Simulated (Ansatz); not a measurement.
**Geometry relaxation of Mg₈O₉ (part 3 of 3)**

The same run, continued: Mg₈O₉ (defect cell, 17 atoms in the cell); DFT LDA, scalar-relativistic, plane waves, PAW, PAW set soft_1, spin-polarised (Ansatz 0.2.0); cutoff 420 eV, 2×2×2 k-mesh, Fermi–Dirac smearing of 0.05 eV, collinear spins. The structure derives from an entry of the Crystallography Open Database. It belongs to a series of runs on one base structure; here: start relaxed.

Geometry of the input (Å; fractional positions):
```
0.0000  3.8990  3.8990
3.8990  0.0000  3.8990
3.8990  3.8990  0.0000
Mg 0.0000  0.0000  0.0000
O  0.2500  0.2500  0.2500
Mg 0.0000  0.0000  0.5000
O  0.2500  0.2500  0.7500
Mg 0.0000  0.5000  0.0000
O  0.2500  0.7500  0.2500
Mg 0.0000  0.5000  0.5000
O  0.2500  0.7500  0.7500
Mg 0.5000  0.0000  0.0000
O  0.7500  0.2500  0.2500
Mg 0.5000  0.0000  0.5000
O  0.7500  0.2500  0.7500
Mg 0.5000  0.5000  0.0000
O  0.7500  0.7500  0.2500
Mg 0.5000  0.5000  0.5000
O  0.7500  0.7500  0.7500
O  0.8718  0.3811  0.8832
```

Trajectory as extended XYZ, continued
```
17
Lattice="0.0000 3.8990 3.8990 3.8990 0.0000 3.8990 3.8990 3.8990 0.0000" Properties=species:S:1:pos:R:3:forces:R:3 step=2 energy=-20217.61244
Mg   -0.0106    0.0052   -0.0079   -1.5234   1.0967  -1.3361
O     1.9504    1.9526    1.9487   -0.0114  -0.0511   0.0245
Mg    1.9381    1.9601    0.0106    0.2121  -0.0493  -0.0678
O     3.8375    3.9545    2.0049   -3.1215   2.4923   2.5143
Mg    1.9669    0.0206    1.9709    2.1427   2.3601   2.4199
O     3.8978    1.9470    3.8962   -0.0172  -0.0016   0.0014
Mg    3.8902    1.9426    1.9537   -1.3935  -1.2522   1.0231
O     5.8487    3.8979    3.9024   -0.0074   0.0243  -0.0516
Mg    0.0102    1.9588    1.9392   -0.0984  -0.1483   0.2359
O     2.0046    3.9539    3.8418    2.6657   2.7614  -3.1285
Mg    1.9380    3.8874    1.9379    0.1089   0.0556   0.0370
O     3.8355    5.7881    3.8388   -2.9640  -2.7396  -2.6995
Mg    1.9583    1.9345    3.8847    1.4711  -1.9836  -1.9354
O     3.9012    3.9005    5.8496   -0.0440  -0.0005   0.0034
Mg    3.9092    3.8886    3.9083   -0.0748   0.2314  -0.1434
O     5.9045    5.7904    5.9041    2.6452  -3.1367   2.7588
O     4.9372    6.8479    4.8892    0.0102   0.3416   0.3442
17
Lattice="0.0000 3.8990 3.8990 3.8990 0.0000 3.8990 3.8990 3.8990 0.0000" Properties=species:S:1:pos:R:3:forces:R:3 step=3 energy=-20219.02885
Mg   -0.0298    0.0146   -0.0225   -0.2418   0.0705  -0.2147
O     1.9501    1.9556    1.9478   -0.0877  -0.0284  -0.0415
Mg    1.9286    1.9681    0.0185   -0.0495  -0.0183  -0.0065
O     3.7650    4.0099    2.0605   -0.3476   0.0242   0.0369
Mg    2.0034    0.0623    2.0141    0.5089   0.5204   0.5293
O     3.8954    1.9434    3.8922    0.0206   0.0461   0.0522
Mg    3.8742    1.9300    1.9613   -0.2165  -0.1922   0.0525
O     5.8476    3.8965    3.9058   -0.0818  -0.0436  -0.0268
Mg    0.0158    1.9637    1.9327   -0.0225   0.0030  -0.0116
O     2.0640    4.0142    3.7721    0.1110   0.1729  -0.4504
Mg    1.9245    3.8744    1.9249   -0.0752  -0.0271  -0.0124
O     3.7675    5.7261    3.7779   -0.1026  -0.0533  -0.0378
Mg    1.9751    1.9064    3.8579    0.1784  -0.3471  -0.3435
O     3.9030    3.9021    5.8510   -0.0348  -0.0689  -0.0614
Mg    3.9152    3.8817    3.9135   -0.0335  -0.0170   0.0043
O     5.9638    5.7202    5.9642    0.0728  -0.4199   0.1488
O     4.9541    6.8615    4.9013    0.4016   0.3796   0.3831
17
Lattice="0.0000 3.8990 3.8990 3.8990 0.0000 3.8990 3.8990 3.8990 0.0000" Properties=species:S:1:pos:R:3:forces:R:3 step=4 energy=-20219.07383
Mg   -0.0319    0.0156   -0.0243   -0.0183  -0.1774  -0.0045
O     1.9474    1.9563    1.9463   -0.0681  -0.0419  -0.0378
Mg    1.9257    1.9677    0.0183    0.0223  -0.0258  -0.0128
O     3.7530    4.0109    2.0618   -0.0974  -0.1746  -0.1675
Mg    2.0171    0.0758    2.0278    0.2036   0.2129   0.2117
O     3.8948    1.9432    3.8921    0.0082   0.0309   0.0364
Mg    3.8727    1.9287    1.9619   -0.0173   0.0021  -0.1807
O     5.8450    3.8948    3.9068   -0.0631  -0.0385  -0.0404
Mg    0.0140    1.9623    1.9321   -0.0332  -0.0220   0.0499
O     2.0678    4.0200    3.7575   -0.1659  -0.1086  -0.1681
Mg    1.9181    3.8692    1.9199   -0.0571  -0.0396  -0.0264
O     3.7643    5.7248    3.7771    0.0973   0.1151   0.1220
Mg    1.9793    1.9019    3.8534   -0.1429  -0.0468  -0.0523
O     3.9031    3.9004    5.8495   -0.0505  -0.0582  -0.0527
Mg    3.9134    3.8807    3.9124   -0.0433   0.0451  -0.0192
O     5.9664    5.7064    5.9692   -0.1994  -0.1336  -0.1331
O     4.9673    6.8718    4.9111    0.6249   0.4611   0.4756
17
Lattice="0.0000 3.8990 3.8990 3.8990 0.0000 3.8990 3.8990 3.8990 0.0000" Properties=species:S:1:pos:R:3:forces:R:3 step=5 energy=-20219.34497
Mg   -0.0224    0.0038   -0.0159    0.5903  -0.9120   0.7550
O     1.9301    1.9558    1.9380   -0.0099   0.0237  -0.0759
Mg    1.9171    1.9564    0.0081    0.2456   0.0419  -0.0041
O     3.6901    3.9907    2.0437    0.0237  -0.4267  -0.2934
Mg    2.1027    0.1596    2.1117   -0.7811  -0.6521  -0.6443
O     3.8882    1.9405    3.8909   -0.0209  -0.0640  -0.0722
Mg    3.8827    1.9386    1.9485    0.5302   0.6799  -0.8543
O     5.8287    3.8854    3.9075   -0.0136  -0.0684   0.0122
Mg   -0.0083    1.9436    1.9372   -0.0245  -0.1330   0.1829
O     2.0605    4.0262    3.6755   -1.5306  -0.5988   0.5524
Mg    1.8728    3.8295    1.8814    0.1212  -0.1206  -0.1815
O     3.7706    5.7400    3.7949    0.9479   0.8636   0.8170
Mg    1.9840    1.8987    3.8496   -1.2002   0.9536   0.9699
O     3.8975    3.8883    5.8393    0.0874  -0.0456  -0.0538
Mg    3.8918    3.8836    3.8955    0.0408   0.1782  -0.1196
O     5.9508    5.6302    5.9700   -1.4205   0.4279  -0.3645
O     5.0806    6.9597    4.9971    2.4140  -0.1475  -0.6260
17
Lattice="0.0000 3.8990 3.8990 3.8990 0.0000 3.8990 3.8990 3.8990 0.0000" Properties=species:S:1:pos:R:3:forces:R:3 step=6 energy=-20219.30604 accepted=F
Mg   -0.0002   -0.0205    0.0023    1.1021  -0.7096   1.3043
O     1.9103    1.9559    1.9264   -0.0306   0.1105  -0.0628
Mg    1.9100    1.9448   -0.0029    0.1386   0.0593   0.0181
O     3.6247    3.9598    2.0191    1.0708  -0.4916  -0.4901
Mg    2.1953    0.2439    2.1948   -1.4764  -0.8950  -0.8222
O     3.8787    1.9363    3.8885   -0.1850  -0.1763  -0.1676
Mg    3.9044    1.9581    1.9230    1.0260   1.2091  -0.6110
O     5.8102    3.8731    3.9083   -0.0186  -0.0438   0.0696
Mg   -0.0366    1.9188    1.9492   -0.2624  -0.2344  -0.1293
O     2.0250    4.0309    3.5873   -1.2825  -0.8593   2.1377
Mg    1.8214    3.7844    1.8373    0.4152  -0.1901  -0.3386
O     3.8000    5.7759    3.8322    0.8963   0.7081   0.6290
Mg    1.9777    1.9077    3.8573   -1.3156   1.4959   1.5271
O     3.8938    3.8728    5.8256    0.4236  -0.1326  -0.1325
Mg    3.8658    3.8923    3.8733   -0.1782  -0.1000  -0.1885
O     5.9068    5.5480    5.9729   -1.0947   1.9055  -0.6709
O     5.2304    7.0484    5.0780    0.7719  -1.6565  -2.0720
17
Lattice="0.0000 3.8990 3.8990 3.8990 0.0000 3.8990 3.8990 3.8990 0.0000" Properties=species:S:1:pos:R:3:forces:R:3 step=7 energy=-20219.75020
Mg    0.0016   -0.0153    0.0044    0.2063  -0.4476   0.5868
O     1.9199    1.9553    1.9333    0.0388   0.0113   0.0048
Mg    1.9163    1.9578    0.0100    0.0777   0.1359   0.0909
O     3.6789    3.9678    2.0266    0.0372  -0.1103  -0.0518
Mg    2.1282    0.1823    2.1340   -0.7942  -0.3408  -0.2580
O     3.8773    1.9374    3.8894   -0.0608  -0.0468  -0.0414
Mg    3.9074    1.9604    1.9291    0.2096   0.5323  -0.3941
O     5.8192    3.8803    3.9071    0.0486   0.0199   0.0046
Mg   -0.0296    1.9298    1.9466   -0.0941  -0.1282  -0.0250
O     2.0217    4.0322    3.6568   -1.0056  -0.4915   0.6980
Mg    1.8577    3.8137    1.8654    0.2336  -0.0645  -0.1374
O     3.7921    5.7671    3.8224    0.4812   0.4362   0.4101
Mg    1.9733    1.9037    3.8545   -0.6758   0.3694   0.4286
O     3.8963    3.8811    5.8333    0.0687  -0.0288  -0.0323
Mg    3.8729    3.8917    3.8846   -0.0345  -0.0229  -0.1089
O     5.9089    5.6122    5.9784   -0.9498   0.6386  -0.3460
O     5.1757    6.9731    4.9972    2.2131  -0.4619  -0.8289
17
Lattice="0.0000 3.8990 3.8990 3.8990 0.0000 3.8990 3.8990 3.8990 0.0000" Properties=species:S:1:pos:R:3:forces:R:3 step=8 energy=-20220.10306
Mg    0.0166   -0.0308    0.0257   -0.1283  -0.0211   0.3628
O     1.9143    1.9544    1.9318    0.0130   0.0165   0.0203
Mg    1.9146    1.9645    0.0163   -0.0693   0.0580   0.0214
O     3.6765    3.9553    2.0181    0.1752   0.0676   0.0403
Mg    2.1343    0.1899    2.1433   -0.6098   0.1570   0.3153
O     3.8664    1.9341    3.8879   -0.0314  -0.0085   0.0074
Mg    3.9240    1.9824    1.9145   -0.1079   0.2939   0.0290
O     5.8142    3.8785    3.9067    0.0270   0.0370   0.0251
Mg   -0.0482    1.9199    1.9505   -0.1391  -0.0149  -0.1249
O     1.9845    4.0321    3.6574   -0.8268  -0.4326   1.0465
Mg    1.8544    3.8071    1.8572    0.1584   0.1209   0.0455
O     3.8074    5.7877    3.8432    0.0752   0.0518   0.0530
Mg    1.9659    1.9008    3.8533   -0.1241  -0.4542  -0.3238
O     3.8940    3.8778    5.8309    0.0700  -0.0267  -0.0257
Mg    3.8569    3.8950    3.8771   -0.0814  -0.1298   0.0047
O     5.8690    5.6145    5.9815   -0.7172   0.8654  -0.2709
O     5.2727    6.9674    4.9773    2.3167  -0.5803  -1.2260
17
Lattice="0.0000 3.8990 3.8990 3.8990 0.0000 3.8990 3.8990 3.8990 0.0000" Properties=species:S:1:pos:R:3:forces:R:3 step=9 energy=-20220.62529
Mg    0.0258   -0.0434    0.0504   -0.2847   0.2233   0.2063
O     1.9094    1.9537    1.9315   -0.0371   0.1825  -0.0636
Mg    1.9074    1.9725    0.0248   -0.1470  -0.1257  -0.2479
O     3.6809    3.9489    2.0135    0.8963  -0.2651  -0.2671
Mg    2.1364    0.1991    2.1548   -0.8648   0.0853   0.4720
O     3.8569    1.9298    3.8861   -0.0438   0.0760   0.0863
Mg    3.9353    2.0070    1.9029   -0.1889   0.0996   0.2857
O     5.8093    3.8776    3.9073   -0.0135  -0.0579   0.1921
Mg   -0.0699    1.9144    1.9507   -0.2952   0.1392  -0.1489
O     1.9322    4.0220    3.6869   -0.5566   0.3393   0.5363
Mg    1.8521    3.8086    1.8571    0.1919   0.5415   0.4443
O     3.8154    5.8008    3.8572   -0.0724  -0.0978  -0.0634
Mg    1.9680    1.8781    3.8336    0.1256  -1.5485  -1.1134
O     3.8923    3.8784    5.8330    0.0584  -0.0470  -0.0288
Mg    3.8388    3.8940    3.8748   -0.1500  -0.1648   0.1119
O     5.8174    5.6398    5.9786   -0.2203   0.0695   0.5858
O     5.4098    6.9492    4.9295    1.6021   0.5506  -0.9877
17
Lattice="0.0000 3.8990 3.8990 3.8990 0.0000 3.8990 3.8990 3.8990 0.0000" Properties=species:S:1:pos:R:3:forces:R:3 step=10 energy=-20221.14568
Mg    0.0302   -0.0498    0.0816   -0.6276   0.1879  -0.4659
O     1.8984    1.9597    1.9263    0.0101   0.4636  -0.2338
Mg    1.8944    1.9789    0.0302   -0.1054   0.1553  -0.0942
O     3.7387    3.9241    1.9936    0.7483   0.0768   0.0548
Mg    2.1100    0.2077    2.1644   -0.9168  -0.6027   0.4168
O     3.8401    1.9236    3.8839   -0.0369   0.1468   0.1541
Mg    3.9489    2.0345    1.8981   -0.1741  -0.6210   0.2858
O     5.7964    3.8694    3.9156    0.0845  -0.2394   0.4467
Mg   -0.1017    1.9118    1.9496   -0.5605   0.5267  -0.1551
O     1.8591    4.0425    3.7205    0.8017   0.6230  -0.3541
Mg    1.8616    3.8284    1.8766    0.0518   0.4929   0.3486
O     3.8259    5.8127    3.8719   -0.0317  -0.2490  -0.1570
Mg    1.9704    1.8148    3.7768   -0.4799  -1.1652  -0.1528
O     3.8846    3.8816    5.8401    0.0058   0.0138   0.0579
Mg    3.8162    3.8892    3.8764   -0.2780  -0.1732   0.4621
O     5.7598    5.6515    6.0147    1.0272  -0.5505   0.5832
O     5.5843    6.9500    4.8527    0.4818   0.9148  -1.1976
17
Lattice="0.0000 3.8990 3.8990 3.8990 0.0000 3.8990 3.8990 3.8990 0.0000" Properties=species:S:1:pos:R:3:forces:R:3 step=11 energy=-20221.82685
Mg    0.0143   -0.0497    0.0689   -0.2245   0.0733  -0.3373
O     1.8944    1.9652    1.9317    0.1041   0.2677  -0.1032
Mg    1.8955    2.0010    0.0411   -0.1735   0.0555   0.1473
O     3.8252    3.9131    1.9957    0.2977   0.0984   0.0921
Mg    2.0115    0.1650    2.1710   -0.8927  -0.9203   0.2924
O     3.8251    1.9121    3.8905    0.1519   0.0296   0.0075
Mg    3.9549    2.0061    1.9124   -0.2910  -0.5588   0.3113
O     5.7807    3.8441    3.9465    0.2190  -0.1712   0.2902
Mg   -0.1367    1.9384    1.9444   -0.0204   0.2152  -0.0345
O     1.8518    4.1053    3.6979    0.7480   0.0944  -0.1939
Mg    1.8896    3.8543    1.8949   -0.1178  -0.0825   0.0781
O     3.8433    5.8072    3.8850   -0.0507  -0.1519  -0.0378
Mg    1.9357    1.7385    3.7640   -0.4567  -0.5638   0.4962
O     3.8566    3.8906    5.8697    0.0992   0.1569   0.1137
Mg    3.7855    3.8683    3.9143   -0.2056  -0.1300   0.2637
O     5.7721    5.6688    6.0312    0.7898   0.0510  -0.1896
O     5.7182    7.0023    4.7136    0.0233   1.5363  -1.1961
17
Lattice="0.0000 3.8990 3.8990 3.8990 0.0000 3.8990 3.8990 3.8990 0.0000" Properties=species:S:1:pos:R:3:forces:R:3 step=12 energy=-20222.40374
Mg    0.0127   -0.0544    0.0608    0.2039  -0.0483  -0.1071
O     1.8961    1.9451    1.9544    0.0124   0.1171  -0.0222
Mg    1.9001    2.0211    0.0449   -0.1451   0.0577   0.2392
O     3.8554    3.8874    2.0038   -0.0371   0.0460  -0.0469
Mg    1.9216    0.0911    2.1802   -0.3311  -0.9843   0.0366
O     3.8342    1.8947    3.9086    0.1134  -0.0100   0.0807
Mg    3.9162    1.9523    1.9537   -0.1287  -0.2475   0.0939
O     5.7796    3.8301    3.9687    0.1754  -0.0762   0.0811
Mg   -0.1312    1.9385    1.9580    0.2179   0.0519   0.0177
O     1.8667    4.1875    3.6280    0.3020   0.2861  -0.5150
Mg    1.8999    3.8658    1.8885   -0.1579  -0.2609  -0.0722
O     3.8518    5.7955    3.9090    0.0267   0.0357   0.0590
Mg    1.9116    1.7056    3.8061   -0.3187   0.1220   0.8862
O     3.8409    3.8848    5.8991    0.0841   0.0396   0.0545
Mg    3.7700    3.8491    3.9448   -0.2042  -0.0963   0.1698
O     5.7795    5.7261    5.9903    0.3743   0.2063  -0.4276
O     5.8124    7.1102    4.5740   -0.1875   0.7631  -0.5296
17
Lattice="0.0000 3.8990 3.8990 3.8990 0.0000 3.8990 3.8990 3.8990 0.0000" Properties=species:S:1:pos:R:3:forces:R:3 step=13 energy=-20222.77635
Mg    0.0415   -0.0570    0.0594   -0.0355  -0.0037  -0.0006
O     1.8937    1.8968    2.0035    0.0384  -0.0018  -0.0046
Mg    1.8940    2.0567    0.0800    0.0301  -0.0270   0.0406
O     3.8446    3.8468    2.0085    0.0133  -0.0068  -0.0069
Mg    1.8967   -0.0207    2.1755   -0.0205  -0.0855  -0.0405
O     3.8436    1.8936    3.9542    0.0195  -0.0078  -0.0202
Mg    3.8831    1.8983    2.0032    0.0162  -0.0173   0.0036
O     5.7972    3.8382    3.9596   -0.0249   0.0945  -0.0042
Mg   -0.0907    1.8986    2.0035   -0.0397  -0.0356   0.0184
O     1.8926    4.3077    3.4932    0.0230  -0.0785   0.1118
Mg    1.8932    3.8208    1.8464    0.0338  -0.0292  -0.0820
O     3.8466    5.7915    3.9533   -0.0130  -0.0046   0.0112
Mg    1.8980    1.7234    3.9195   -0.0341   0.0048   0.1114
O     3.8445    3.8465    5.9061   -0.0068   0.0170   0.0030
Mg    3.7489    3.8427    3.9568    0.0253   0.0088   0.0046
O     5.7958    5.7900    5.9113   -0.0216  -0.0109  -0.0308
O     5.7944    7.2566    4.4389   -0.0036   0.1856  -0.1167
17
Lattice="0.0000 3.8990 3.8990 3.8990 0.0000 3.8990 3.8990 3.8990 0.0000" Properties=species:S:1:pos:R:3:forces:R:3 step=14 energy=-20222.77931
Mg    0.0388   -0.0562    0.0581    0.0170   0.0005  -0.0028
O     1.8955    1.8931    2.0077   -0.0003   0.0024  -0.0022
Mg    1.8954    2.0584    0.0860    0.0014  -0.0091  -0.0008
O     3.8449    3.8430    2.0076   -0.0005   0.0011  -0.0050
Mg    1.8955   -0.0287    2.1724    0.0008   0.0052  -0.0019
O     3.8448    1.8936    3.9569    0.0021  -0.0053   0.0040
Mg    3.8832    1.8937    2.0074   -0.0066  -0.0019   0.0028
O     5.7944    3.8421    3.9569    0.0024   0.0123  -0.0039
Mg   -0.0918    1.8936    2.0077    0.0027  -0.0013  -0.0019
O     1.8954    4.3152    3.4846   -0.0011   0.0028  -0.0080
Mg    1.8952    3.8151    1.8421    0.0035   0.0009   0.0123
O     3.8452    5.7921    3.9572   -0.0060   0.0031  -0.0044
Mg    1.8956    1.7274    3.9294   -0.0001   0.0101  -0.0037
O     3.8452    3.8434    5.9062   -0.0059  -0.0076   0.0042
Mg    3.7515    3.8430    3.9569   -0.0105  -0.0035   0.0005
O     5.7947    5.7929    5.9066    0.0008  -0.0144   0.0048
O     5.7941    7.2688    4.4290    0.0003   0.0047   0.0060
```

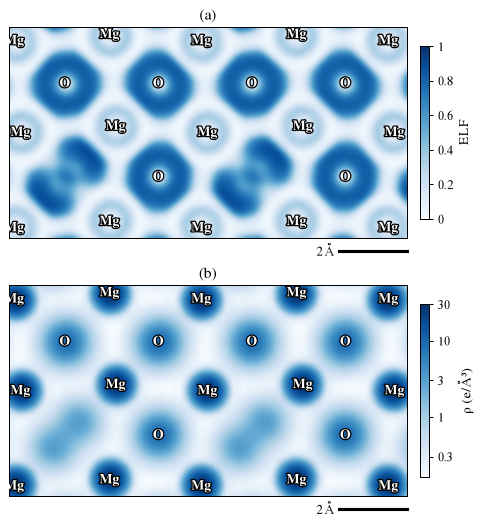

Fig. 1: (a) ELF; (b) valence electron density on the (110) plane of the calculation cell. The section cuts through Mg and O sites. Mg–O (1.78 Å): ρ at the midpoint is about 0.68 e/Å³; the ELF is about 0.35 at the midpoint. Mg–O (1.95 Å): ρ is about 0.48 e/Å³ halfway; the ELF is about 0.35 at the midpoint. Away from the nuclei the density in this plane falls to 0.16 e/Å³ at its lowest. In a PAW calculation such maps are meaningful between the atoms, not at the nuclei.

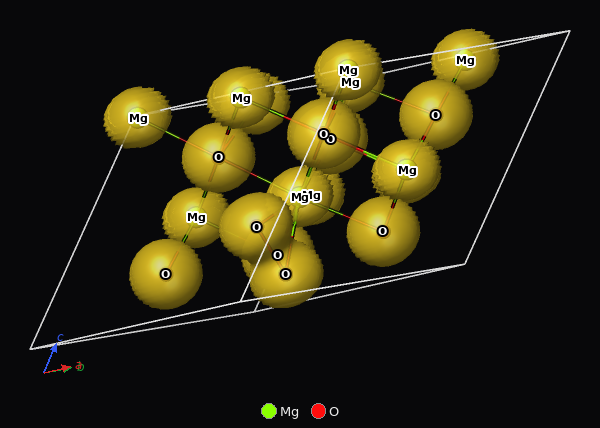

Fig. 2: Isosurface of the valence charge density (pseudo) at 1 e/Å³ (yellow), seen at an oblique angle. Sticks mark near contacts. The outline is the calculation cell. At this value the density breaks into separate islands; it holds about 75 % of the electrons treated as valence (semicore included). It is pinched off along the Mg–O (1.72 Å), Mg–O (1.78 Å) and Mg–O (1.91 Å) contacts. On the grid the lowest density along these lines, outside the cores, is 2.5 e/Å³ (O–O, 1.34 Å), 0.67 e/Å³ (Mg–O, 1.72 Å), 0.58 e/Å³ (Mg–O, 1.78 Å) and 0.43 e/Å³ (Mg–O, 1.91 Å).

Key numbers

| quantity | value |
| --- | --- |
| outcome | converged |
| electrons treated | 134 |
| free energy | −20222.7793 eV |
| Fermi energy | 15.965 eV |
| gap on the k-point mesh | 5.76 eV |
| net moment of the cell | 0.00 μB |
| integrated absolute moment | 0.00 μB |
| final volume | 118.55 Å³ |
| largest force (length of the vector) at the end | 0.017 eV/Å |
| wall time | 2.8 min |
| peak memory | 0.44 GiB |

Remarks

The program warns: the PAW datasets were made with another functional; some starting moments were not kept. So coarse a mesh can miss the band edges, so the true gap of this method can be much smaller, or zero. The k-point mesh is coarse for a cell of this size, so the results may not be converged.
